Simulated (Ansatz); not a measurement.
**Ni: single-point calculation (part 3 of 3)**

Continued. System: Ni (14 atoms in the cell). Method: DFT, PBE, plane waves, PAW, spin-polarised (Ansatz 0.2.0); cutoff 420 eV, 1×1×22 k-mesh, Gaussian smearing of 0.05 eV, collinear spins. The structure derives from an entry of the Crystallography Open Database.

Geometry of the input (Å; fractional positions):
```
16.5000  0.0000  0.0000
0.0000  16.3000  0.0000
0.0000  0.0000  2.4277
Ni 0.2809  0.5000  0.0000
Ni 0.5744  0.7115  0.0000
Ni 0.5745  0.5000  0.0000
Ni 0.5744  0.2885  0.0000
Ni 0.5000  0.6083  0.5000
Ni 0.5000  0.3917  0.5000
Ni 0.3495  0.6087  0.5000
Ni 0.3495  0.3913  0.5000
Ni 0.6505  0.6087  0.5000
Ni 0.6505  0.3913  0.5000
Ni 0.4256  0.7115  0.0000
Ni 0.4255  0.5000  0.0000
Ni 0.4256  0.2885  0.0000
Ni 0.7191  0.5000  0.0000
```

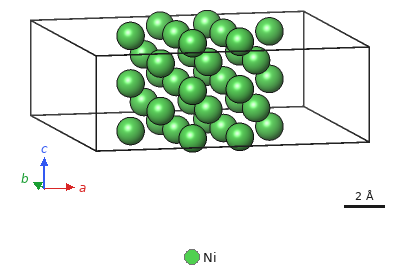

**Figure 1.** The input geometry (spheres-only view of the 2 repeat of the cell, with the vacuum cut short, seen slightly off an axis). An atom can appear more than once, as a periodic image.

The program's output, continued
```
  k-point 1 ↑: bands = ["-103.1520", "-103.1490", "-103.0984", "-103.0948", "-102.8171", "-102.8171", "-102.8167", "-102.8166", "-102.6364", "-102.6363", "-102.6352", "-102.6350", "-102.6288", "-102.6288", "-63.5976", "-63.5745", "-63.5545", "-63.5294", "-63.5053", "-63.5010", "-63.4961", "-63.4850", "-63.4592", "-63.4591", "-63.3523", "-63.3486", "-63.3467", "-63.3455", "-63.3424", "-63.3376", "-63.1730", "-63.1729", "-63.1708", "-63.1708", "-63.0738", "-63.0734", "-63.0675", "-63.0666", "-63.0633", "-63.0627", "-63.0451", "-63.0430", "-63.0309", "-63.0296", "-63.0295", "-63.0279", "-63.0241", "-63.0228", "-62.9785", "-62.9773", "-62.9225", "-62.9215", "-62.9176", "-62.9167", "-62.8990", "-62.8987", "-7.6427", "-6.3155", "-6.1910", "-4.8874", "-4.7231", "-4.4973", "-4.1152", "-4.0460", "-3.7533", "-3.6668", "-3.5782", "-3.4909", "-3.3408", "-3.1614", "-3.0571", "-2.9181", "-2.5786", "-2.4785", "-2.2259", "-2.2239", "-2.1168", "-2.0572", "-2.0496", "-1.9948", "-1.8374", "-1.8209", "-1.7976", "-1.7851", "-1.7293", "-1.6646", "-1.6125", "-1.6119", "-1.5992", "-1.5646", "-1.5110", "-1.5095", "-1.3962", "-1.3768", "-1.3370", "-1.3258", "-1.2340", "-1.1998", "-1.1659", "-1.0663", "-1.0514", "-0.9541", "-0.9249", "-0.8495", "-0.7776", "-0.7463", "-0.7289", "-0.6073", "-0.6070", "-0.5779", "-0.5228", "-0.4534", "-0.4477", "-0.4317", "-0.3946", "-0.3508", "-0.3164", "-0.2089", "-0.1652", "-0.1649", "-0.1591", "-0.1531", "-0.1421", "-0.0590", "-0.0579", "-0.0472", "0.0438", "0.0479", "0.0514", "0.0862", "0.0997", "0.1603", "0.1967", "0.2649", "0.7361", "0.9087", "1.4088", "1.6073", "2.0083", "2.0575", "2.4329", "3.0299", "3.8280", "3.9198", "4.4563", "5.1985", "5.5067", "5.5149", "5.5340", "5.5724", "5.8767", "6.1671", "6.4561", "6.5993", "7.0061", "7.0198", "7.2732", "7.3069"]
  k-point 2 ↑: bands = ["-103.1509", "-103.1480", "-103.0977", "-103.0939", "-102.8161", "-102.8161", "-102.8157", "-102.8157", "-102.6355", "-102.6354", "-102.6343", "-102.6342", "-102.6279", "-102.6279", "-63.5958", "-63.5725", "-63.5521", "-63.5281", "-63.5153", "-63.5110", "-63.4956", "-63.4849", "-63.4595", "-63.4580", "-63.3573", "-63.3558", "-63.3506", "-63.3439", "-63.3416", "-63.3364", "-63.1819", "-63.1818", "-63.1804", "-63.1803", "-63.0821", "-63.0818", "-63.0762", "-63.0755", "-63.0719", "-63.0714",
      "-63.0437", "-63.0420", "-63.0299", "-63.0287", "-63.0285", "-63.0273", "-63.0233", "-63.0224", "-62.9777", "-62.9768", "-62.9217", "-62.9209", "-62.9169", "-62.9162", "-62.8984", "-62.8981", "-7.4792", "-6.1620", "-6.0393", "-4.7559", "-4.5849", "-4.3605", "-4.0024", "-3.9322", "-3.6599", "-3.5385", "-3.4901", "-3.4203", "-3.2466", "-3.0522", "-2.9437", "-2.8931", "-2.5143", "-2.4787", "-2.2984", "-2.2898", "-2.1738", "-2.0964", "-2.0655", "-2.0018",
      "-1.8533", "-1.8452", "-1.8436", "-1.7549", "-1.7401", "-1.7192", "-1.6699", "-1.5991", "-1.5914", "-1.5664", "-1.5482", "-1.5381", "-1.5195", "-1.4089", "-1.3650", "-1.3583", "-1.2211", "-1.1413", "-1.1213", "-1.1026", "-1.0067", "-0.9527", "-0.9282", "-0.9201", "-0.8556", "-0.8481", "-0.7802", "-0.6765", "-0.6491", "-0.6466", "-0.5011", "-0.4983", "-0.4930", "-0.4088", "-0.3999", "-0.3752", "-0.3401", "-0.3268", "-0.2892", "-0.2153",
      "-0.1971", "-0.1810", "-0.1353", "-0.0501", "-0.0389", "-0.0270", "-0.0233", "-0.0179", "0.0218", "0.0261", "0.0938", "0.1209", "0.3038", "0.4339", "1.0255", "1.1392", "1.7745", "1.8730", "2.2896", "2.3724", "2.6218", "3.3567", "4.0870", "4.1311", "4.6046", "5.3625", "5.6553", "5.6717", "5.7194", "5.7489", "6.0375", "6.3303", "6.6185", "6.7484", "7.1613", "7.1803", "7.4135", "7.4472"]
  k-point 11 ↓: bands = ["-102.1772", "-102.1771", "-102.1458", "-102.1391", "-101.8721", "-101.8721", "-101.8720", "-101.8720", "-101.7060", "-101.7060", "-101.6791", "-101.6791", "-101.6724", "-101.6724", "-62.7152", "-62.7113", "-62.6633", "-62.6374", "-62.6053", "-62.5990", "-62.5733", "-62.5617", "-62.5568", "-62.5546", "-62.5528", "-62.5470", "-62.4157", "-62.4155", "-62.4152", "-62.4139", "-62.3903", "-62.3853", "-62.3662", "-62.3615", "-62.2747", "-62.2726", "-62.2439", "-62.2406", "-62.2364", "-62.2344", "-62.1739", "-62.1711", "-62.1708", "-62.1684", "-62.1213", "-62.1192", "-62.1155", "-62.1131", "-62.0518", "-62.0511", "-62.0436", "-62.0425", "-62.0324", "-62.0321", "-62.0282", "-62.0281", "-3.5152", "-3.4926", "-3.4565", "-3.4331", "-3.1835", "-3.0064", "-2.9404", "-2.8898", "-2.7843", "-2.7188", "-2.5971", "-2.5111", "-2.4684", "-2.3892", "-2.3828", "-2.2803", "-2.2555", "-2.1364", "-2.1240", "-1.9098", "-1.7936", "-1.5398", "-1.5274", "-1.3941", "-1.2669", "-1.2221", "-1.2218", "-1.1841", "-1.1398", "-1.0539", "-1.0465", "-0.8837", "-0.7945", "-0.7929", "-0.6835", "-0.6577", "-0.4717", "-0.4623", "-0.4422", "-0.4001", "-0.2977", "-0.2696", "-0.1482", "-0.1128", "-0.0193", "0.2062", "0.2157", "0.2456", "0.3097", "0.3375", "0.3657", "0.3861", "0.4506", "0.5928", "0.6001", "0.6996", "0.7041", "0.7432", "0.7546", "0.7750", "0.8083", "0.8688", "0.8691", "0.8857", "1.0153", "1.0175", "1.0570", "1.1529", "1.1719", "1.2053", "1.9820", "2.3104", "2.6207", "2.6562", "2.7047", "3.0026", "3.2502", "3.7860", "3.8838", "3.9497", "4.3078", "4.4926", "5.3567", "6.0242", "6.3243", "6.6790", "7.6891", "7.9097", "8.0234", "8.1670", "8.3118", "8.5262", "8.6177", "8.9342", "9.0430", "9.2975", "9.3452", "9.9113", "10.1612", "10.3721", "10.3801", "10.3823"]
```

Key numbers

```json
{"quantity": "outcome", "value": "converged"}
{"quantity": "electrons treated", "value": "252"}
{"quantity": "free energy", "value": "−81746.4540 eV"}
{"quantity": "Fermi energy", "value": "0.699 eV"}
{"quantity": "gap on the k-point mesh", "value": "none (metallic)"}
{"quantity": "net moment of the cell", "value": "10.11 μB"}
{"quantity": "integrated absolute moment", "value": "11.39 μB"}
{"quantity": "largest force (length of the vector)", "value": "0.004 eV/Å"}
{"quantity": "hardware", "value": "4 threads of Intel Xeon (Granite Rapids), 32 GiB of memory available, shared host"}
{"quantity": "wall time", "value": "69 s (CPU time 4.4 min)"}
{"quantity": "peak memory", "value": "4 GiB"}
```

Remarks

Settings chosen away from the usual ones: basis.ecutrho_ratio set to 9.
